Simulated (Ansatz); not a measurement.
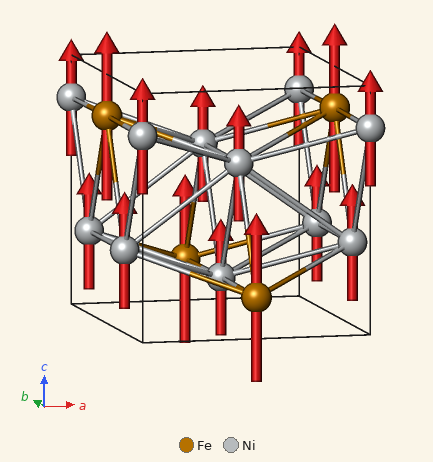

The figure gives a ball-and-stick picture of the atoms, viewed slightly off an axis. The lines enclose the simulation cell; boundary atoms appear with their images. Arrows are the site magnetic moments above 0.25 μB; longer means larger, and red and blue are up and down (without spin-orbit coupling the axis itself is arbitrary).

This is the state reached for FeNi₃. Level of theory and settings: DFT PBE, scalar-relativistic, plane waves, PAW (Ansatz 0.2.0), plane-wave cutoff 420 eV, a 10×8×10 k-point grid, Gaussian smearing of 0.2 eV, collinear spins.

**Which kind of magnetic order is this?**

Ferromagnetic (within this cell). Site moments: 2 Fe +2.8 μB and 6 Ni +0.7 μB. The net spin moment of the whole cell is 9.3 μB, including what lies between the atoms and on sites without an arrow.

Origin of the cell: a structure listed in the Materials Project. The geometry was optimised with DFT PBE, scalar-relativistic, plane waves, PAW (Ansatz).
